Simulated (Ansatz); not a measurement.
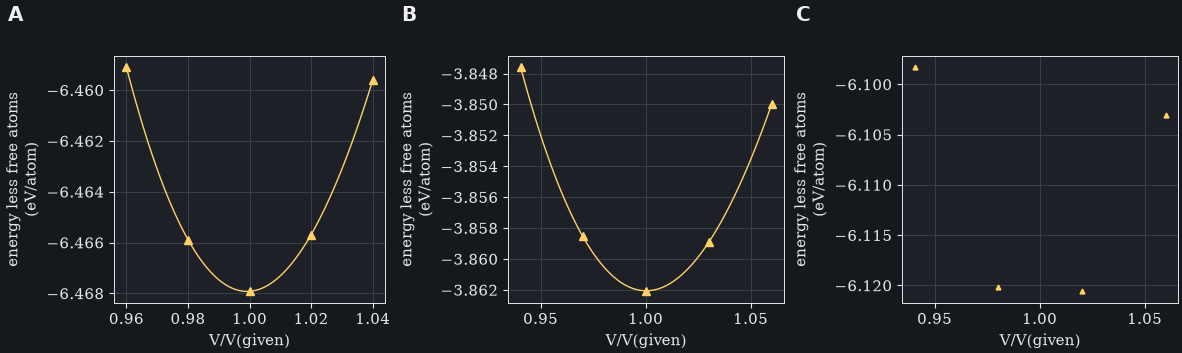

Each panel shows the energy less free atoms against V/V(given) for one of these solids: C, Pm-3m (No. 221), 5.6 Å³/atom; SnSe, F-43m (No. 216), 38.9 Å³/atom; ZrSe₂, P-3m1 (No. 164), 28.3 Å³/atom.

Method: periodic Kohn-Sham DFT of a crystal at fixed atoms, scaled to the stated factor times the given cell; pressure positive in compression, energy less spherical unpolarised free atoms (Ansatz 0.2.0). Level: PBE.

**Match the panels to the solids.**

A is C (energy less free atoms from −6.4679 eV/atom to −6.4591 eV/atom, V0 5.593 Å³/atom, B0 306 GPa); B is SnSe (energy less free atoms from −3.8621 eV/atom to −3.8476 eV/atom, V0 38.93 Å³/atom, B0 30.4 GPa); C is ZrSe₂ (energy less free atoms from −6.1206 eV/atom to −6.0983 eV/atom).

For SnSe, limits of the calculation: small gap, it may come from the mesh.

For ZrSe₂, limits of the calculation: small gap, it may come from the mesh; shape and atomic fractions are frozen while scaling, which makes layered, chain and framework solids too stiff.
